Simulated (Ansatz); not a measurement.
System: Ta₄As₃ (slab).

```cif
data_structure
_symmetry_space_group_name_H-M 'P 1'
_symmetry_Int_Tables_number 1
_cell_length_a 3.3914
_cell_length_b 7.1238
_cell_length_c 25.1673
_cell_angle_alpha 90.000
_cell_angle_beta 90.000
_cell_angle_gamma 103.771
_cell_volume 590.55
loop_
_atom_site_label
_atom_site_type_symbol
_atom_site_fract_x
_atom_site_fract_y
_atom_site_fract_z
_atom_site_occupancy
As1 As 0.33100 0.66200 0.29801 1
Ta1 Ta 0.16310 0.32620 0.34539 1
Ta2 Ta 0.50000 0.00000 0.36254 1
Ta3 Ta 0.83690 0.67380 0.37969 1
As2 As 0.66900 0.33800 0.42707 1
Ta4 Ta 0.03119 0.06239 0.45222 1
As3 As 0.38263 0.76526 0.45546 1
As4 As 0.11737 0.23474 0.54454 1
Ta5 Ta 0.46881 0.93761 0.54778 1
As5 As 0.83100 0.66200 0.57293 1
Ta6 Ta 0.66310 0.32620 0.62031 1
Ta7 Ta 0.00000 0.00000 0.63746 1
Ta8 Ta 0.33690 0.67380 0.65461 1
As6 As 0.16900 0.33800 0.70199 1
```

Not relaxed (largest force 1.3 eV/Å).

Computed with Ansatz, DFT PBEsol, scalar-relativistic, plane waves, PAW.

Q: What will maps of the valence pseudo-density and electron localisation function show?

A: Ta–Ta (2.86 Å): the density is about 0.34 e/Å³ at the midpoint; the ELF is about 0.40 at the midpoint.
Ta–Ta (3.07 Å): the density is about 0.26 e/Å³ at the midpoint; the ELF is about 0.40 at the midpoint.

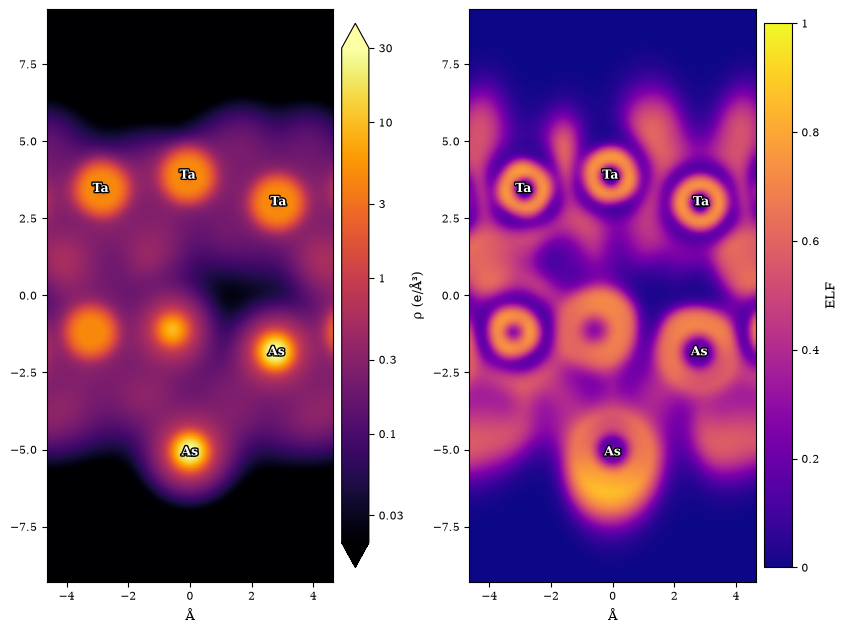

Computed valence pseudo-density and electron localisation function on the (110) plane of the calculation cell, a cut from vacuum to vacuum, in this order. Atoms just off the plane (Ta, 0.3 Å away and As, 0.4 Å away) can leave unmarked features too.

Core electrons are frozen (PAW), and the valence fields are smoothed inside the atomic spheres.
